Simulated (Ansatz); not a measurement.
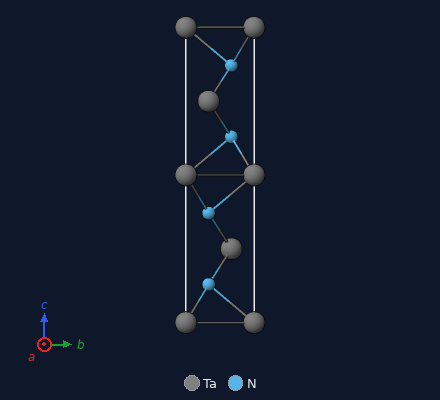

The structure, seen along [100]; the drawing may span several cells.

Structure (in its standard cell), coordinates from a relaxation with DFT PBE, scalar-relativistic, plane waves, PAW in Ansatz 0.2.0; the starting structure was generated, so it need not be a known form of this composition:

```xyz
8
Lattice="2.9826 0.0000 0.0000 -1.4913 2.5830 0.0000 0.0000 0.0000 11.1974" Properties=species:S:1:pos:R:3 pbc="T T T"
Ta    0.0000    0.0000    0.0000
N     1.4913    0.8610    1.4451
Ta    0.0000    1.7220    2.7994
N     1.4913    0.8610    4.1536
Ta    0.0000    0.0000    5.5987
N     0.0000    1.7220    7.0438
Ta    1.4913    0.8610    8.3981
N     0.0000    1.7220    9.7523
```

> What does the kinematic electron diffraction pattern along [100] look like at 100 kV (B = 0.5 Å²)?

The spots form a rectangular net whose two shortest vectors correspond to d = 11.20 Å and 2.58 Å, 90.0° apart. They are 0 0 1 (itself extinct) and 0 1 0. The pattern has symmetry 2mm. A screw axis and a glide plane both extinguish reflections such as 0 0 1, 0 0 3, 0 0 5; reflections such as 0 3 -5, 0 3 -7 are allowed by the space group but vanish because the atoms sit on special positions; reflections such as 0 0 2, 0 0 6, 0 0 10 are allowed but too weak to see at this display level.

Strongest reflections with d > 1.01 Å, one of each family (|F|² from tabulated Gaussian fits of the electron scattering factors, times a small damping for the curvature of the Ewald sphere):

```csv
hkl,d (Å),I (strongest = 100)
0 0 4,2.799,100
0 1 2,2.345,70
0 0 8,1.400,64
0 1 3,2.124,32
0 1 6,1.513,29
0 1 5,1.692,22
```

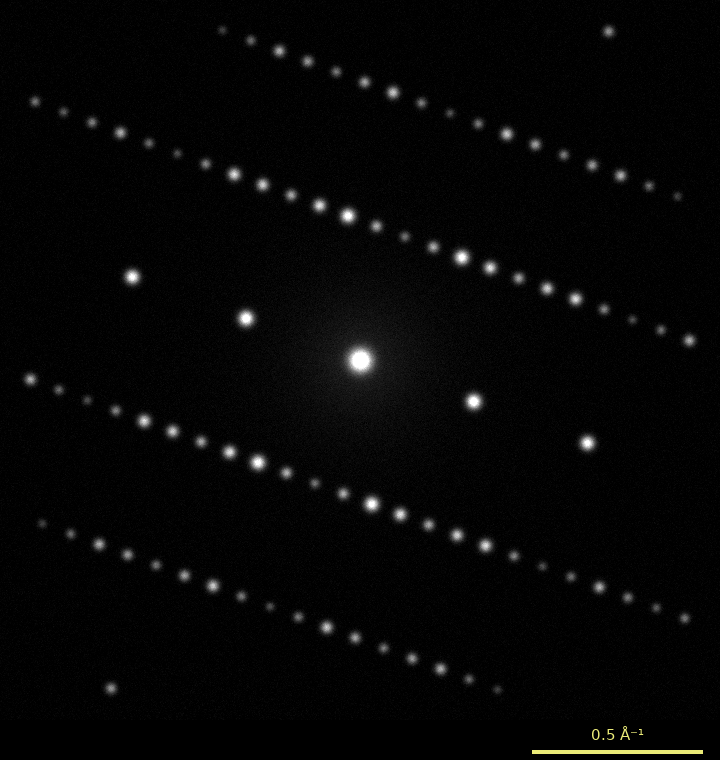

Calculated pattern, seen from the source side with [100] pointing towards the source.
